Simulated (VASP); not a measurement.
C: single-point calculation

System: C (2 atoms in the cell).
Method: Kohn-Sham DFT of a periodic cell, PBE, VASP PAW PBE potentials, recommended, no spin polarisation (VASP 6.6.1).

The structure derives from an entry of the Crystallography Open Database.

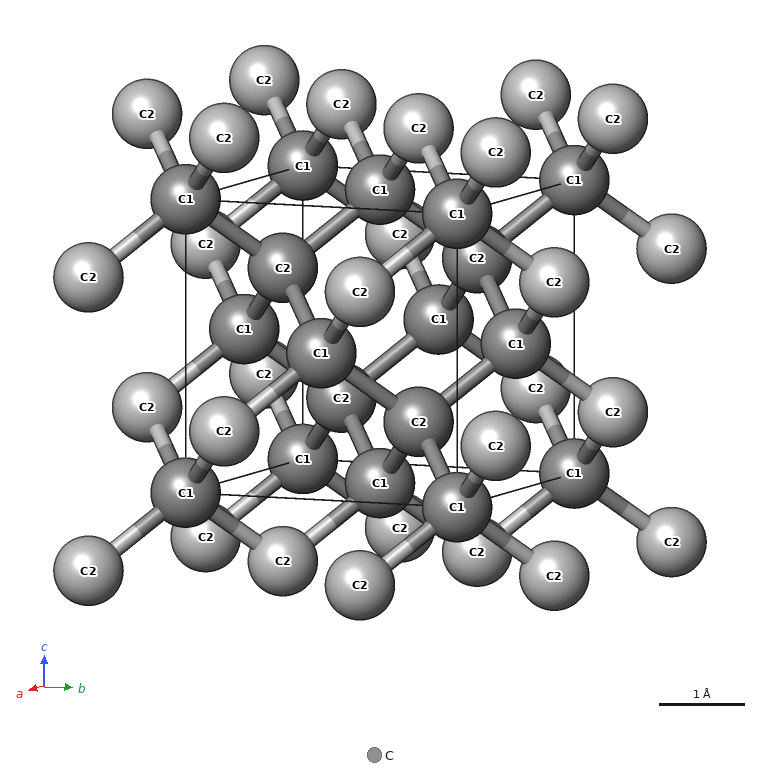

**Figure 1.** The structure (ball-and-stick view of the cell 4 times as large as that of the calculation, set on its symmetry axes, seen slightly off an axis; neighbours outside the cell are drawn fainter; atoms are numbered from 1 in the order of the input). An atom can appear more than once, as a periodic image. Near neighbours in the periodic cell (some may lie outside the picture): C has 4 C at 1.52 Å.

### Summary

```csv
quantity,value
outcome,converged
space group (tolerance 0.01 Å),Fd-3m (227)
electrons treated,8
free energy,−18.1235 eV
gap on the k-point mesh,4.29 eV
pressure,30.10 GPa
largest force (length of the vector),under 0.001 eV/Å
hardware,"1 thread of Intel Xeon @ 2.90GHz (Ice Lake), 360 GiB of memory available, shared host"
wall time,6 s
peak memory,0.11 GiB
```

### Remarks

The cell is under a pressure of 30 GPa at this level, so it is not at its equilibrium volume.

### INCAR
```
SYSTEM = C
  PREC = Accurate
  ENCUT = 520
  EDIFF = 1E-7
  ISMEAR = 0
  SIGMA = 0.02
  LREAL = .False.
  LASPH = .True.
  NELM = 80
  ALGO = Normal
  ISIF = 2
  LWAVE = .False.
  LCHARG = .False.
  GGA = PE
```

### KPOINTS
```
Automatic mesh
0
Gamma
  10 10 10
  0 0 0
```

### POSCAR
```
C                                       
1.0
    0.0000000000      1.7502419659      1.7502419659
    1.7502419659      0.0000000000      1.7502419659
    1.7502419659      1.7502419659      0.0000000000
  C             
     2
Direct
     0.0000000000000000    0.0000000000000000    0.0000000000000000
     0.2500000000000000    0.2500000000000000    0.2500000000000000
```

Run as:
```bash
cat potpaw_PBE.64/C/POTCAR > POTCAR
mpirun -np 1 vasp_std > vasp.out
```

### OSZICAR
```
N       E                     dE             d eps       ncg     rms          rms(c)
DAV:   1    -0.664978623304E+00   -0.66498E+00   -0.52450E+03   768   0.100E+03
DAV:   2    -0.187786042736E+02   -0.18114E+02   -0.17176E+02  1176   0.112E+02
DAV:   3    -0.188767803349E+02   -0.98176E-01   -0.98176E-01   768   0.110E+01
DAV:   4    -0.188769231081E+02   -0.14277E-03   -0.14277E-03  1136   0.443E-01
DAV:   5    -0.188769231286E+02   -0.20550E-07   -0.20550E-07   752   0.373E-03    0.598E+00
DAV:   6    -0.183119523807E+02    0.56497E+00   -0.43032E-01   784   0.532E+00    0.360E+00
DAV:   7    -0.181221155477E+02    0.18984E+00   -0.46919E-01   880   0.567E+00    0.859E-01
DAV:   8    -0.181234650423E+02   -0.13495E-02   -0.18203E-03   784   0.504E-01    0.502E-02
DAV:   9    -0.181234748342E+02   -0.97919E-05   -0.13558E-04  1064   0.104E-01    0.278E-02
DAV:  10    -0.181234869955E+02   -0.12161E-04   -0.12402E-05   792   0.420E-02    0.683E-03
DAV:  11    -0.181234868408E+02    0.15473E-06   -0.32535E-08   992   0.210E-03    0.129E-03
DAV:  12    -0.181234868321E+02    0.86706E-08   -0.96522E-09   416   0.129E-03
   1 F= -.18123487E+02 E0= -.18123487E+02  d E =-.504037E-51
```

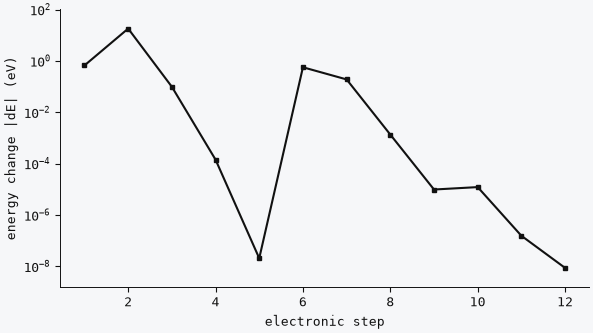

**Figure 2.** Convergence of the self-consistent field: energy change |dE| against the electronic step. It takes 12 electronic steps. The density is held fixed in the first few steps, and dE rises again when its update begins.

### Parts of OUTCAR
```
SYSTEM = C
   PREC = Accurate
   ENCUT = 520
   EDIFF = 1E-7
   ISMEAR = 0
   LREAL = .False.
   LASPH = .True.
   NELM = 80
   ISIF = 2
   GGA = PE

 ion  position               nearest neighbor table
   1  0.000  0.000  0.000-   2 1.52   2 1.52   2 1.52   2 1.52
   2  0.250  0.250  0.250-   1 1.52   1 1.52   1 1.52   1 1.52

  LATTYP: Found a face centered cubic cell.
 ALAT       =     3.5004839318

  Lattice vectors:

 A1 = (   0.0000000000,   1.7502419659,   1.7502419659)
 A2 = (   1.7502419659,   0.0000000000,   1.7502419659)
 A3 = (   1.7502419659,   1.7502419659,   0.0000000000)

Analysis of symmetry for initial positions (statically):
=====================================================================
 Subroutine PRICEL returns:
 Original cell was already a primitive cell.

 Routine SETGRP: Setting up the symmetry group for a
 face centered cubic supercell.

 Subroutine GETGRP returns: Found 48 space group operations
 (whereof 24 operations were pure point group operations)
 out of a pool of 48 trial point group operations.

The static configuration has the point symmetry T_d .
 The point group associated with its full space group is O_h .

Analysis of symmetry for dynamics (positions and initial velocities):
=====================================================================
 Subroutine PRICEL returns:
 Original cell was already a primitive cell.

 Routine SETGRP: Setting up the symmetry group for a
 face centered cubic supercell.

 Subroutine GETGRP returns: Found 48 space group operations
 (whereof 24 operations were pure point group operations)
 out of a pool of 48 trial point group operations.

The dynamic configuration has the point symmetry T_d .
 The point group associated with its full space group is O_h .

 Subroutine INISYM returns: Found 48 space group operations
 (whereof 24 operations are pure point group operations),
 and found     1 'primitive' translations

----------------------------------------------------------------------------------------

                                     Primitive cell

  volume of cell :      10.7232

  direct lattice vectors                    reciprocal lattice vectors
     0.000000000  1.750241966  1.750241966    -0.285674787  0.285674787  0.285674787
     1.750241966  0.000000000  1.750241966     0.285674787 -0.285674787  0.285674787
     1.750241966  1.750241966  0.000000000     0.285674787  0.285674787 -0.285674787

  length of vectors
     2.475215926  2.475215926  2.475215926     0.494803245  0.494803245  0.494803245

  position of ions in fractional coordinates (direct lattice)
     0.000000000  0.000000000  0.000000000
     0.250000000  0.250000000  0.250000000

  ion indices of the primitive-cell ions
   primitive index   ion index
                 1           1
                 2           2

----------------------------------------------------------------------------------------

 KPOINTS: Automatic mesh

Automatic generation of k-mesh.
 Grid dimensions read from file:
 generate k-points for:   10   10   10

 Generating k-lattice:

  Cartesian coordinates                     Fractional coordinates (reciprocal lattice)
    -0.028567479  0.028567479  0.028567479     0.100000000  0.000000000  0.000000000
     0.028567479 -0.028567479  0.028567479     0.000000000  0.100000000  0.000000000
     0.028567479  0.028567479 -0.028567479     0.000000000  0.000000000  0.100000000

  Length of vectors
     0.049480324  0.049480324  0.049480324

  Shift w.r.t. Gamma in fractional coordinates (k-lattice)
     0.000000000  0.000000000  0.000000000

 Subroutine IBZKPT returns following result:
 ===========================================

 Found     47 irreducible k-points:

 Following reciprocal coordinates:
            Coordinates               Weight
  0.000000  0.000000  0.000000      1.000000
  0.100000  0.000000  0.000000      8.000000
  0.200000  0.000000  0.000000      8.000000
  0.300000  0.000000  0.000000      8.000000
  0.400000  0.000000  0.000000      8.000000
  0.500000  0.000000  0.000000      4.000000
  0.100000  0.100000  0.000000      6.000000
  0.200000  0.100000  0.000000     24.000000
  0.300000  0.100000  0.000000     24.000000
  0.400000  0.100000  0.000000     24.000000
  0.500000  0.100000  0.000000     24.000000
 -0.400000  0.100000  0.000000     24.000000
 -0.300000  0.100000  0.000000     24.000000
 -0.200000  0.100000  0.000000     24.000000
 -0.100000  0.100000  0.000000     12.000000
  0.200000  0.200000  0.000000      6.000000
  0.300000  0.200000  0.000000     24.000000
  0.400000  0.200000  0.000000     24.000000
  0.500000  0.200000  0.000000     24.000000
 -0.400000  0.200000  0.000000     24.000000
 -0.300000  0.200000  0.000000     24.000000
 -0.200000  0.200000  0.000000     12.000000
  0.300000  0.300000  0.000000      6.000000
  0.400000  0.300000  0.000000     24.000000
 [... further k-points ...]
   k-points           NKPTS =     47   k-points in BZ     NKDIM =     47   number of bands    NBANDS=      8
   number of dos      NEDOS =    301   number of ions     NIONS =      2
   total plane-waves  NPLWV =   5832
   dimension x,y,z NGX =    18 NGY =   18 NGZ =   18
   dimension x,y,z NGXF=    36 NGYF=   36 NGZF=   36
   ions per type =               2
   NGX,Y,Z   is equivalent  to a cutoff of  12.09, 12.09, 12.09 a.u.
   NGXF,Y,Z  is equivalent  to a cutoff of  24.18, 24.18, 24.18 a.u.
 SYSTEM =  C
   PREC   = accura    normal or accurate (medium, high low for compatibility)
   ISTART =      0    job   : 0-new  1-cont  2-samecut
   ICHARG =      2    charge: 1-file 2-atom 10-const
   ISPIN  =      1    spin polarized calculation?
   LNONCOLLINEAR =      F non collinear calculations
   LSORBIT =      F    spin-orbit coupling
   LASPH  =      T    aspherical Exc in radial PAW
   ENCUT  =  520.0 eV  38.22 Ry    6.18 a.u.   4.60  4.60  4.60*2*pi/ulx,y,z
   NELM   =     80;   NELMIN=  2; NELMDL= -5     # of ELM steps
   EDIFF  = 0.1E-06   stopping-criterion for ELM
   LREAL  =      F    real-space projection
   EDIFFG = 0.1E-05   stopping-criterion for IOM
   NSW    =      0    number of steps for IOM
   IBRION =     -1    ionic relax: 0-MD 1-quasi-New 2-CG
   NFREE  =      0    steps in history (QN), initial steepest desc. (CG)
   ISIF   =      2    stress and relaxation
   ISYM   =      2    0-nonsym 1-usesym 2-fastsym
   POTIM  = 0.5000    time-step for ionic-motion
   TEBEG  =    0.0;   TEEND  =   0.0 temperature during run
   PSTRESS=    0.0 pullay stress
   NELECT =       8.0000    total number of electrons
   NUPDOWN=      -1.0000    fix difference up-down
   EMIN   =  10.00;   EMAX   =-10.00  energy-range for DOS
   EFERMI =   0.00;   METHOD = LEGACY
   ISMEAR =     0;   SIGMA  =   0.02  broadening in eV -4-tet -1-fermi 0-gaus
   EFERMI_NEDOS =   21; number of points for ismear=-14 and -15
   IALGO  =     38    algorithm
   IMIX   =      4    mixing-type and parameters
     AMIX     =   0.40;   BMIX     =  1.00
     AMIX_MAG =   1.60;   BMIX_MAG =  1.00
  volume/ion in A,a.u.               =       5.36        36.18
  Fermi-wavevector in a.u.,A,eV,Ry     =   1.484784  2.805836 29.995197  2.204585
  Thomas-Fermi vector in A             =   2.598278
   LORBIT       =      0    0 simple, 1 ext, 2 COOP (PROOUT), +10 PAW based schemes
   GGA     = PE    functional components
   LHFCALC =     F    Hartree Fock is set to
   AEXX    =    0.0000 exact exchange contribution
   IVDW    =     0    specifies the selected vdW correction
   LEPSILON=     F    determine dielectric tensor
   LRPA    =     F    only Hartree local field effects (RPA)
 non-spin polarized calculation
 Gauss-broadening in eV      SIGMA  =   0.02
  energy-cutoff  :      520.00
  volume of cell :       10.72
 maximum number of plane-waves:       302
   NGX =  9   NGY =  9   NGZ =  9

 number of electron       8.0000001 magnetization

 Free energy of the ion-electron system (eV)
  ---------------------------------------------------
  ext. energy  EPLUGINS =         0.00000000
  ---------------------------------------------------
  free energy    TOTEN  =       -18.12348683 eV

  energy without entropy =      -18.12348683  energy(sigma->0) =      -18.12348683

 E-fermi :  10.7688     XC(G=0): -13.5352     alpha+bet :-18.6928

 val. band max:       10.5611651049   @ k =   0.0000   0.0000   0.0000
 cond. band min:      14.8516376079   @ k =   0.4000   0.4000   0.0000
 fundamental gap:      4.2904725031
 Fermi energy:        10.7688405413

 k-point     1 :       0.0000    0.0000    0.0000
  band No.  band energies     occupation
      1     -11.6872      2.00000
      2      10.5612      2.00000
      3      10.5612      2.00000
      4      10.5612      2.00000
      5      16.3068      0.00000
      6      16.3068      0.00000
      7      16.3068      0.00000
      8      25.2067      0.00000

 k-point     2 :       0.1000    0.0000    0.0000
  band No.  band energies     occupation
      1     -11.3997      2.00000
      2       8.8087      2.00000
      3      10.0862      2.00000
      4      10.0862      2.00000
      5      16.9302      0.00000
      6      16.9302      0.00000
      7      17.3443      0.00000
      8      25.3792      0.00000

 k-point     3 :       0.2000    0.0000    0.0000
  band No.  band energies     occupation
      1     -10.5415      2.00000
      2       5.4741      2.00000
      3       9.1611      2.00000
      4       9.1611      2.00000
      5      18.1196      0.00000
      6      18.1196      0.00000
      7      18.7339      0.00000
      8      25.8443      0.00000

 k-point     4 :       0.3000    0.0000    0.0000
  band No.  band energies     occupation
      1      -9.1309      2.00000
      2       1.9406      2.00000
      3       8.3311      2.00000
      4       8.3311      2.00000
      5      18.9599      0.00000
      6      18.9599      0.00000
      7      19.6064      0.00000
      8      26.3851      0.00000

 k-point     5 :       0.4000    0.0000    0.0000
  band No.  band energies     occupation
      1      -7.2313      2.00000
      2      -1.3292      2.00000
      3       7.7955      2.00000
      4       7.7955      2.00000
      5      19.2307      0.00000
      6      19.2307      0.00000
      7      20.0503      0.00000
      8      26.7028      0.00000

 [... the levels of 18 k-points are left out ...]

 k-point    24 :       0.4000    0.3000    0.0000
  band No.  band energies     occupation
      1      -6.9101      2.00000
      2       2.2918      2.00000
      3       4.2567      2.00000
      4       4.9030      2.00000
      5      15.5042      0.00000
      6      18.7916      0.00000
      7      25.3062      0.00000
      8      25.4176      0.00000

 [... further k-points ...]

------------------------ aborting loop because EDIFF is reached ----------------------------------------

  FORCE on cell =-STRESS in cart. coord.  units (eV):
  Direction    XX          YY          ZZ          XY          YZ          ZX
  --------------------------------------------------------------------------------------
  -------------------------------------------------------------------------------------
  Total        2.0146747      2.0146747      2.0146747      0.0000000      0.0000000     -0.0000000
  in kB      301.0171446    301.0171446    301.0171446      0.0000000      0.0000000     -0.0000000
  external PRESSURE =     301.0171446 kB  Pullay stress =       0.0000000 kB

 VOLUME and BASIS-vectors are now :
 -----------------------------------------------------------------------------
  energy-cutoff  :      520.00
  volume of cell :       10.72
      direct lattice vectors                 reciprocal lattice vectors
     0.000000000  1.750241966  1.750241966    -0.285674787  0.285674787  0.285674787
     1.750241966  0.000000000  1.750241966     0.285674787 -0.285674787  0.285674787
     1.750241966  1.750241966  0.000000000     0.285674787  0.285674787 -0.285674787

 POSITION                                       TOTAL-FORCE (eV/Angst)
 -----------------------------------------------------------------------------------
      0.00000      0.00000      0.00000        -0.000000     -0.000000     -0.000000
      0.87512      0.87512      0.87512         0.000000      0.000000      0.000000
 -----------------------------------------------------------------------------------
    total drift:                               -0.000000     -0.000000     -0.000000

  FREE ENERGIE OF THE ION-ELECTRON SYSTEM (eV)
  ---------------------------------------------------
  free  energy   TOTEN  =       -18.1234868321 eV

  energy  without entropy=      -18.1234868321  energy(sigma->0) =      -18.12348683
```

### CONTCAR
```
C
   1.00000000000000
     0.0000000000000000    1.7502419658999999    1.7502419658999999
     1.7502419658999999    0.0000000000000000    1.7502419658999999
     1.7502419658999999    1.7502419658999999    0.0000000000000000
  C
     2
Direct
     0.0000000000000000    0.0000000000000000    0.0000000000000000
     0.2500000000000000    0.2500000000000000    0.2500000000000000

  0.00000000E+00  0.00000000E+00  0.00000000E+00
  0.00000000E+00  0.00000000E+00  0.00000000E+00
```
